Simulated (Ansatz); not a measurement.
# Geometry relaxation of AlNi3 (part 2 of 2)

The same run, continued: AlNi3 (P4/mmm, 4 atoms in the cell); DFT PBE, scalar-relativistic, plane waves, PAW, spin-polarised (Ansatz 0.2.0); cutoff 420 eV, 14×14×14 k-mesh, Gaussian smearing of 0.1 eV, collinear spins. The structure derives from a Materials Project entry. It belongs to a series of runs on one base structure; here: biaxial strain in the a-b plane, c and atoms relaxed: -1.0 %.

Geometry of the input (Å; fractional positions):
```
3.5310  0.0000  0.0000
0.0000  3.5310  0.0000
0.0000  0.0000  3.5881
Al 0.0000  0.0000  0.0000
Ni 0.0000  0.5000  0.5000
Ni 0.5000  0.0000  0.5000
Ni 0.5000  0.5000  0.0000
```

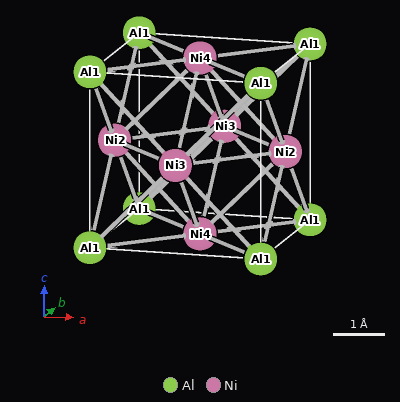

*The geometry at step 1 of the log (ball-and-stick view of the cell of the calculation, seen slightly off an axis; atoms are numbered from 1 in the order of the input).*

## The program's output, continued
```
relax step   2: F+E_penalty+E_count = -18058.39264674 eV  Δ(F+E_penalty+E_count) = -8.389e-4 eV  max|allowed force component| = 1.235e-28 eV/Å  Δτ_max = 0.0000 Å  P = +2.183 GPa  Ω = 44.852 Å³  energy of the carried Pulay correction = -4.185e-5 eV  fix = [a, b, gamma]  reactions: a +2.830, b +2.830 GPa  (10 SCF iters, dr2 threshold 4.00e-7 eV, accepted)
Crystal: 4 atoms, lattice volume = 45.004 Å³
iter 1 solved again at ethr=5.91e-7 eV; its pass at ethr=3.10e-3 eV (dr2=3.37e-4 eV) is discarded
SCF iter   1: F=—  HF=-18058.393070 eV  |F-HF|=—  |Δ(HF+E_count)|=         —  Δρ=6.30e-4 (↑4.11e-4 ↓6.30e-4)  dr2=2.88e-4  dr2_m=8.86e-6  M=0.728 μB ∫|m|=0.920 μB  β_m=0.65  ethr=5.91e-7  ⟨swp⟩=2.0  Hψ=86808  notcnv=0
preconditioner: auto → none  [metal: Δε(μ)=0.002 eV  Ē_g=7.420 eV  σ=0.100 eV  W_gap=0.01  n_scr=6 (ndim 8)  ℏωp=31.8 eV  f_vac=0.000  D(μ)=3.28/eV (n_scr^D=32)]
SCF iter   2: F=—  HF=-18058.393174 eV  |F-HF|=—  |Δ(HF+E_count)|=   1.04e-4  Δρ=8.84e-4 (↑8.70e-4 ↓8.84e-4)  dr2=8.13e-4  dr2_m=5.71e-7  M=0.729 μB ∫|m|=0.921 μB  β_m=0.27  ethr=5.05e-7  ⟨swp⟩=2.0  Hψ=36126  notcnv=0  recentre
SCF iter   3: F=—  HF=-18058.392972 eV  |F-HF|=—  |Δ(HF+E_count)|=   2.02e-4  Δρ=1.42e-4 (↑7.29e-5 ↓1.42e-4)  dr2=5.02e-6  dr2_m=2.55e-6  M=0.728 μB ∫|m|=0.920 μB  β_m=0.52  ethr=5.05e-7  ⟨swp⟩=2.0  Hψ=32395  notcnv=0
SCF iter   4: F=—  HF=-18058.392999 eV  |F-HF|=—  |Δ(HF+E_count)|=   2.67e-5  Δρ=1.09e-4 (↑1.09e-4 ↓9.97e-5)  dr2=1.23e-5  dr2_m=3.34e-7  M=0.729 μB ∫|m|=0.920 μB  β_m=0.52  ethr=8.80e-9  ⟨swp⟩=2.1  Hψ=34162  notcnv=0
SCF iter   5: F=—  HF=-18058.393000 eV  |F-HF|=—  |Δ(HF+E_count)|=   1.04e-6  Δρ=7.62e-5 (↑4.31e-5 ↓7.62e-5)  dr2=3.97e-6  dr2_m=2.39e-7  M=0.729 μB ∫|m|=0.920 μB  β_m=0.75  ethr=8.80e-9  ⟨swp⟩=2.0  Hψ=31304  notcnv=0
SCF iter   6: F=—  HF=-18058.393010 eV  |F-HF|=—  |Δ(HF+E_count)|=   1.02e-5  Δρ=5.41e-5 (↑1.88e-5 ↓5.41e-5)  dr2=1.39e-6  dr2_m=1.83e-7  M=0.729 μB ∫|m|=0.921 μB  β_m=0.77  ethr=6.96e-9  ⟨swp⟩=2.0  Hψ=29430  notcnv=0
SCF iter   7: F=—  HF=-18058.393013 eV  |F-HF|=—  |Δ(HF+E_count)|=   3.33e-6  Δρ=3.01e-5 (↑1.10e-5 ↓3.01e-5)  dr2=3.47e-7  dr2_m=9.51e-8  M=0.730 μB ∫|m|=0.921 μB  β_m=0.89  ethr=2.44e-9  ⟨swp⟩=2.0  Hψ=29745  notcnv=0
SCF iter   8: F=—  HF=-18058.393014 eV  |F-HF|=—  |Δ(HF+E_count)|=   1.08e-6  Δρ=4.79e-6 (↑3.71e-6 ↓4.79e-6)  dr2=3.09e-8  dr2_m=2.45e-9  M=0.730 μB ∫|m|=0.922 μB  β_m=0.79  ethr=6.08e-10  ⟨swp⟩=2.0  Hψ=35440  notcnv=0
SCF iter   9: F=—  HF=-18058.393014 eV  |F-HF|=—  |Δ(HF+E_count)|=   5.33e-8  Δρ=6.60e-6 (↑4.08e-6 ↓6.60e-6)  dr2=3.36e-8  dr2_m=8.93e-10  M=0.730 μB ∫|m|=0.922 μB  β_m=0.79  ethr=5.42e-11  ⟨swp⟩=2.0  Hψ=29935  notcnv=0
iter 10 did not close the SCF: its close was put off for a magnetic moment that had not settled (scf_convergence_deferred on its scf_iter line)
SCF iter  10: F=-18058.393014 eV  HF=-18058.393014 eV  |F-HF|=2.69e-7  |Δ(HF+E_count)|=   1.03e-7  Δρ=1.88e-5 (↑1.00e-5 ↓1.88e-5)  dr2=2.97e-7  dr2_m=8.55e-9  M=0.730 μB ∫|m|=0.922 μB  β_m=0.89  ethr=5.42e-11  ⟨swp⟩=5.6  Hψ=111448  notcnv=0
SCF iter  11: F=-18058.393014 eV  HF=-18058.393014 eV  |F-HF|=2.39e-8  |Δ(HF+E_count)|=   2.38e-8  Δρ=5.38e-6 (↑3.00e-6 ↓5.38e-6)  dr2=2.56e-8  dr2_m=6.11e-10  M=0.730 μB ∫|m|=0.922 μB  ethr=5.42e-11  ⟨swp⟩=5.0  Hψ=111687  notcnv=0
SCF 3 converged in 11 iterations: F = -18058.393014 eV  dr2 = 2.56e-8
relax step   3: F+E_penalty+E_count = -18058.39301434 eV  Δ(F+E_penalty+E_count) = -3.676e-4 eV  max|allowed force component| = 2.473e-28 eV/Å  Δτ_max = 0.0000 Å  P = +1.543 GPa  Ω = 45.004 Å³  energy of the carried Pulay correction = -9.679e-5 eV  fix = [a, b, gamma]  reactions: a +2.311, b +2.311 GPa  (11 SCF iters, dr2 threshold 4.00e-7 eV, accepted)
Basis set: ecut = 420 eV, 881 PW (Γ), exchange–correlation on 48×48×50 points (8 copies of the dense FFT grid, shifted against one another)
Initial wavefunctions: pseudopotential atomic-orbital guess (no wavefunctions were taken with the density)
iter 1 solved again at ethr=7.89e-9 eV; its pass at ethr=3.10e-3 eV (dr2=4.50e-6 eV) is discarded
SCF iter   1: F=—  HF=-18058.393046 eV  |F-HF|=—  |Δ(HF+E_count)|=         —  Δρ=1.33e-4 (↑1.03e-4 ↓1.33e-4)  dr2=5.39e-7  dr2_m=1.64e-7  M=0.730 μB ∫|m|=0.922 μB  β_m=0.65  ethr=7.89e-9  ⟨swp⟩=3.9  Hψ=128444  notcnv=0
preconditioner: auto → none  [metal: Δε(μ)=0.004 eV  Ē_g=7.417 eV  σ=0.100 eV  W_gap=0.02  n_scr=6 (ndim 8)  ℏωp=31.8 eV  f_vac=0.000  D(μ)=3.28/eV (n_scr^D=32)]
SCF iter   2: F=—  HF=-18058.393104 eV  |F-HF|=—  |Δ(HF+E_count)|=   5.79e-5  Δρ=4.66e-5 (↑3.61e-5 ↓4.66e-5)  dr2=7.04e-8  dr2_m=2.00e-8  M=0.730 μB ∫|m|=0.922 μB  β_m=0.63  ethr=9.45e-10  ⟨swp⟩=1.0  Hψ=20173  notcnv=0
SCF iter   3: F=—  HF=-18058.393112 eV  |F-HF|=—  |Δ(HF+E_count)|=   8.06e-6  Δρ=9.25e-6 (↑9.24e-6 ↓9.25e-6)  dr2=8.02e-8  dr2_m=1.43e-10  M=0.730 μB ∫|m|=0.922 μB  β_m=0.45  ethr=1.23e-10  ⟨swp⟩=2.0  Hψ=36430  notcnv=0
SCF iter   4: F=—  HF=-18058.393112 eV  |F-HF|=—  |Δ(HF+E_count)|=   2.26e-8  Δρ=1.55e-6 (↑9.69e-7 ↓1.55e-6)  dr2=9.42e-10  dr2_m=1.22e-10  M=0.730 μB ∫|m|=0.922 μB  β_m=0.60  ethr=1.23e-10  ⟨swp⟩=2.0  Hψ=29551  notcnv=0
SCF iter   5: F=—  HF=-18058.393112 eV  |F-HF|=—  |Δ(HF+E_count)|=   5.10e-9  Δρ=1.42e-6 (↑6.57e-7 ↓1.42e-6)  dr2=1.13e-9  dr2_m=8.22e-11  M=0.730 μB ∫|m|=0.922 μB  β_m=0.60  ethr=1.65e-12  ⟨swp⟩=2.0  Hψ=31098  notcnv=0
SCF iter   6: F=—  HF=-18058.393112 eV  |F-HF|=—  |Δ(HF+E_count)|=  3.35e-10  Δρ=6.31e-7 (↑2.28e-7 ↓6.31e-7)  dr2=9.87e-11  dr2_m=5.61e-11  M=0.730 μB ∫|m|=0.922 μB  β_m=0.80  ethr=1.65e-12  ⟨swp⟩=2.0  Hψ=28708  notcnv=0
SCF iter   7: F=—  HF=-18058.393107 eV  |F-HF|=—  |Δ(HF+E_count)|=   4.73e-6  Δρ=2.66e-7 (↑1.48e-7 ↓2.66e-7)  dr2=7.01e-11  dr2_m=5.17e-12  M=0.730 μB ∫|m|=0.922 μB  β_m=0.65  ethr=1.00e-12  ⟨swp⟩=2.2  Hψ=31520  notcnv=0
SCF iter   8: F=—  HF=-18058.393107 eV  |F-HF|=—  |Δ(HF+E_count)|=  3.64e-12  Δρ=1.36e-7 (↑9.34e-8 ↓1.36e-7)  dr2=7.48e-12  dr2_m=2.36e-12  M=0.730 μB ∫|m|=0.922 μB  β_m=0.83  ethr=1.00e-12  ⟨swp⟩=1.0  Hψ=20171  notcnv=0
SCF iter   9: F=—  HF=-18058.393107 eV  |F-HF|=—  |Δ(HF+E_count)|=  1.46e-11  Δρ=6.47e-8 (↑3.73e-8 ↓6.47e-8)  dr2=2.68e-12  dr2_m=3.05e-13  M=0.730 μB ∫|m|=0.922 μB  β_m=0.91  ethr=1.00e-12  ⟨swp⟩=1.0  Hψ=20160  notcnv=0
SCF iter  10: F=—  HF=-18058.393107 eV  |F-HF|=—  |Δ(HF+E_count)|=  3.64e-12  Δρ=2.96e-8 (↑8.83e-9 ↓2.96e-8)  dr2=4.86e-13  dr2_m=4.76e-14  M=0.730 μB ∫|m|=0.922 μB  β_m=0.96  ethr=1.00e-12  ⟨swp⟩=1.0  Hψ=20160  notcnv=0
SCF iter  11: F=—  HF=-18058.393107 eV  |F-HF|=—  |Δ(HF+E_count)|=  3.64e-12  Δρ=6.23e-9 (↑4.39e-9 ↓6.23e-9)  dr2=2.91e-14  dr2_m=2.97e-15  M=0.730 μB ∫|m|=0.922 μB  β_m=0.97  ethr=1.00e-12  ⟨swp⟩=3.1  Hψ=75903  notcnv=0
SCF iter  12: F=-18058.393107 eV  HF=-18058.393107 eV  |F-HF|=3.64e-12  |Δ(HF+E_count)|=  3.64e-12  Δρ=2.62e-8 (↑1.61e-8 ↓2.62e-8)  dr2=7.06e-13  dr2_m=1.12e-14  M=0.730 μB ∫|m|=0.922 μB  ethr=1.00e-12  ⟨swp⟩=2.1  Hψ=59327  notcnv=0
SCF 4 converged in 12 iterations: F = -18058.393107 eV  dr2 = 7.06e-13
relax step   4: F+E_penalty+E_count = -18058.39310743 eV  Δ(F+E_penalty+E_count) = -9.309e-5 eV  max|allowed force component| = 1.791e-28 eV/Å  Δτ_max = 0.0000 Å  P = +1.542 GPa  Ω = 45.004 Å³  fix = [a, b, gamma]  reactions: a +2.310, b +2.310 GPa  stress off target by 5.49e-3 GPa on what of the cell is left free  SCF on the basis re-selected at this cell (its energy is not comparable with the rows above)  (12 SCF iters)
basis re-selected at this cell: Δ(F+E_penalty+E_count) = -9.309e-5 eV, ΔP = -0.001 GPa vs the last step (what re-selecting the basis moved, of the pressure what is left beyond the Pulay correction that the steps carried, after the strain that the cell walked since its last selection, with what the two solves' SCF thresholds leave and, on support functions, any second-order correction that the steps lacked; it is no measure of the basis error at this ecutwfc). The dense FFT grid was sized anew with the basis: this SCF ran on 24×24×25 points, the steps before it on 24×24×24, so part of this shift can come from that change (see relax.cell in the input reference). This SCF's stress stands 5.49e-3 GPa from its target on what of the cell is left free (relax.cell.stress_tol is 1.50e-2 GPa) and its largest allowed force component is 1.79e-28 eV/Å (relax.f_tol is 8.00e-3 eV/Å): within both
SCF converged after 12 iterations
Magnetization: 0.7302 μB (28.8651 up, 28.1349 down)
Absolute magnetization: 0.9226 μB (∫|ρ↑−ρ↓|, with the PAW one-centre terms)
Spin contamination: 0.0112 ħ² per cell (⟨S²⟩ above its minimum at these occupations)
Per-site moments (μB) at R_I (Å): [(-0.016631363407944452, 1.029931070899133), (0.2759585630704148, 1.029931070899133), (0.27595856307041405, 1.029931070899133), (0.263672305311711, 1.029931070899133)]
Free energy (F): -18058.393107 eV
Harris-Foulkes:  -18058.393107 eV  (|F-HF|=3.64e-12)
Internal energy: -18058.376714 eV  (E = F + TS)
E sigma→0 (E₀):  -18058.384911 eV
Entropy (-TS):   -0.016393 eV (-4.098 meV/atom)
Fermi energy:    15.904488 eV
--- Per-component energies (eV) ---
  E_band       = -930.271567
  E_kinetic    = 876.861664
  E_local      = -11998.463818  (includes V_loc(G=0)·N_el)
  E_nonlocal   = 1917.659761
  E_hartree    = 5109.169656
  E_xc         = -296.623749
  E_vxc        = -360.304324  (∫ρ·V_xc dr)
  E_paw        = -5359.110583  (= ΣΔE_a)
  E_vpaw       = -1584.365601  (= ΣTr[D̂ρ^β])
  E_aug_tail   = 0.001437  (compensation charges beyond the density's cutoff)
  E_ewald      = -8307.871082
  E_smearing   = -0.016393  (= −TS)
  E_closure    = 0.000000  (closes the sum)
  Σ components = -18058.393107   (vs F -18058.393107, Δ=0.00e0)
--- Forces (eV/Å), atoms counted from 1 ---
  atom   1  Al    -0.00000000     0.00000000     0.00000000
  atom   2  Ni     0.00000000     0.00000000     0.00000000
  atom   3  Ni    -0.00000000    -0.00000000     0.00000000
  atom   4  Ni    -0.00000000    -0.00000000     0.00000000
  max |Σ_I F_I| component: 9.15e-29 eV/Å
--- Stress (GPa, compression-positive) ---
        2.309986       0.000000       0.000000
        0.000000       2.309986       0.000000
        0.000000       0.000000       0.005491
  P = ⅓ Tr σ = 1.5418 GPa (15.418 kbar)
--- Band table (eV; the first three rows and the last of 576) ---
  k-point 0 ↑: bands = ["-87.2477", "-87.2206", "-87.2091", "-47.6935", "-47.6914", "-47.6914", "-47.6193", "-47.6193", "-47.6106", "-47.5632", "-47.5532", "-47.5532", "5.8679", "11.5379", "12.1982", "12.2344", "12.5644", "12.5644", "12.5748", "14.4523", "14.5382", "14.5382", "15.2776", "15.3837", "15.6345", "15.7802", "15.7802", "15.8642", "16.4117", "16.8770", "16.8770", "22.2165", "22.5651", "23.2271", "27.9549"]
  k-point 1 ↑: bands = ["-87.2473", "-87.2209", "-87.2091", "-47.6919", "-47.6904", "-47.6904", "-47.6198", "-47.6198", "-47.6107", "-47.5649", "-47.5537", "-47.5537", "5.9286", "11.5536", "12.1592", "12.2724", "12.5758", "12.5758", "12.5883", "14.4375", "14.5050", "14.5050", "15.2373", "15.3835", "15.6116", "15.6381", "15.6381", "15.8643", "16.1698", "17.0968", "17.0968", "22.5264", "22.5590", "23.3240", "27.7459"]
  k-point 2 ↑: bands = ["-87.2464", "-87.2218", "-87.2091", "-47.6876", "-47.6876", "-47.6873", "-47.6214", "-47.6214", "-47.6109", "-47.5698", "-47.5549", "-47.5549", "6.1096", "11.5692", "12.0514", "12.3834", "12.6095", "12.6095", "12.6273", "14.3945", "14.4101", "14.4101", "15.0936", "15.3796", "15.3801", "15.3801", "15.5464", "15.6597", "15.8644", "17.5869", "17.5869", "22.5408", "22.9610", "23.9274", "26.7784"]
  k-point 287 ↓: bands = ["-86.9041", "-86.8717", "-86.8717", "-47.3843", "-47.3843", "-47.3656", "-47.3420", "-47.2698", "-47.2698", "-47.2414", "-47.1846", "-47.1571", "10.2708", "12.1013", "12.1066", "12.1066", "13.7567", "13.7567", "13.8355", "14.0788", "14.0788", "14.1611", "14.7212", "14.7621", "14.7621", "14.9629", "15.0746", "15.6252", "15.9960", "16.0408", "16.0408", "19.3908", "20.0130", "20.1360", "20.1360"]
--- Relaxed structure (3 steps of the walk, 3 accepted, 1 SCFs on fresh bases) ---
  F+E_penalty+E_count = -18058.39310743 eV   max|allowed force component| = 1.791e-28 eV/Å   (the final SCF, on the basis selected at the relaxed cell)
  cell:  # Å, volume = 45.0038 Å³
    - [3.531012094, 0.0, 0.0]
    - [0.0, 3.531012094, 0.0]
    - [0.0, 0.0, 3.609533883845526]
  atoms:
    - { symbol: Al, position: [8.522388079112993e-37, -2.663246275071608e-38, 0.0] }
    - { symbol: Ni, position: [-6.391791061288013e-37, 0.49999999999999994, 0.4999999999999999] }
    - { symbol: Ni, position: [0.49999999999999994, -2.663246275071608e-38, 0.4999999999999999] }
    - { symbol: Ni, position: [0.49999999999999994, 0.49999999999999994, 0.0] }
--- Löwdin populations: 4 sites ---
  site symbol       q [e]    m [muB]
     0     Al      3.5571    -0.0462
     1     Ni     17.6240     0.2726
     2     Ni     17.6240     0.2726
     3     Ni     17.6230     0.2602
  spilling = 0.010033 (of n_electrons = 57.000000)
```

## File populations.tsv
```
# site	symbol	l	j	q_up	q_dn
# orbitals = lowdin
# n_electrons = 57.000000
# spilling = 0.010033
0	Al	0_3S	-	0.583762	0.582343
0	Al	1_3P	-	1.171651	1.219296
1	Ni	0_3S	-	0.994061	0.994161
1	Ni	0_4S	-	0.365208	0.371564
1	Ni	1_3P	-	2.997399	2.997502
1	Ni	2_3D	-	4.591653	4.312466
2	Ni	0_3S	-	0.994061	0.994161
2	Ni	0_4S	-	0.365208	0.371564
2	Ni	1_3P	-	2.997399	2.997502
2	Ni	2_3D	-	4.591653	4.312466
3	Ni	0_3S	-	0.993677	0.993780
3	Ni	0_4S	-	0.361478	0.367635
3	Ni	1_3P	-	2.997184	2.997294
3	Ni	2_3D	-	4.589296	4.322703
```

## Trajectory as extended XYZ (Å, eV, eV/Å), 4 frames, from step=1 to step=4
```
4
Lattice="3.5310 0.0000 0.0000 0.0000 3.5310 0.0000 0.0000 0.0000 3.5881" Properties=species:S:1:pos:R:3:forces:R:3 step=1 energy=-18058.39181 pressure_GPa=2.67
Al    0.0000    0.0000    0.0000    0.0000   0.0000   0.0000
Ni    0.0000    1.7655    1.7940    0.0000   0.0000   0.0000
Ni    1.7655    0.0000    1.7940    0.0000   0.0000   0.0000
Ni    1.7655    1.7655    0.0000    0.0000   0.0000   0.0000
4
Lattice="3.5310 0.0000 0.0000 0.0000 3.5310 0.0000 0.0000 0.0000 3.5973" Properties=species:S:1:pos:R:3:forces:R:3 step=2 energy=-18058.39265 pressure_GPa=2.18
Al    0.0000    0.0000    0.0000    0.0000   0.0000   0.0000
Ni    0.0000    1.7655    1.7987    0.0000   0.0000   0.0000
Ni    1.7655    0.0000    1.7987    0.0000   0.0000   0.0000
Ni    1.7655    1.7655    0.0000    0.0000   0.0000   0.0000
4
Lattice="3.5310 0.0000 0.0000 0.0000 3.5310 0.0000 0.0000 0.0000 3.6095" Properties=species:S:1:pos:R:3:forces:R:3 step=3 energy=-18058.39301 pressure_GPa=1.54
Al    0.0000    0.0000    0.0000    0.0000   0.0000   0.0000
Ni    0.0000    1.7655    1.8048    0.0000   0.0000   0.0000
Ni    1.7655    0.0000    1.8048    0.0000   0.0000   0.0000
Ni    1.7655    1.7655    0.0000    0.0000   0.0000   0.0000
4
Lattice="3.5310 0.0000 0.0000 0.0000 3.5310 0.0000 0.0000 0.0000 3.6095" Properties=species:S:1:pos:R:3:forces:R:3 step=4 energy=-18058.39311 pressure_GPa=1.54
Al    0.0000    0.0000    0.0000    0.0000   0.0000   0.0000
Ni    0.0000    1.7655    1.8048    0.0000   0.0000   0.0000
Ni    1.7655    0.0000    1.8048    0.0000   0.0000   0.0000
Ni    1.7655    1.7655    0.0000    0.0000   0.0000   0.0000
```

## Results in brief

- outcome: converged
- space group (tolerance 0.01 Å): P4/mmm (123)
- electrons treated: 57
- free energy: −18058.3931 eV
- Fermi energy: 15.904 eV
- gap on the k-point mesh: none (metallic)
- net moment of the cell: 0.73 μB
- integrated absolute moment: 0.92 μB
- pressure: 1.54 GPa
- final volume: 45.00 Å³
- largest force (length of the vector) at the end: under 0.001 eV/Å
- final cell: a = 3.531 Å, b = 3.531 Å, c = 3.610 Å, α = 90.00°, β = 90.00°, γ = 90.00°
- hardware: 1 thread of Oxide Virtual Turin-like (Zen 5), 32 GiB of memory available, shared host
- wall time: 4.7 min
- peak memory: 0.91 GiB
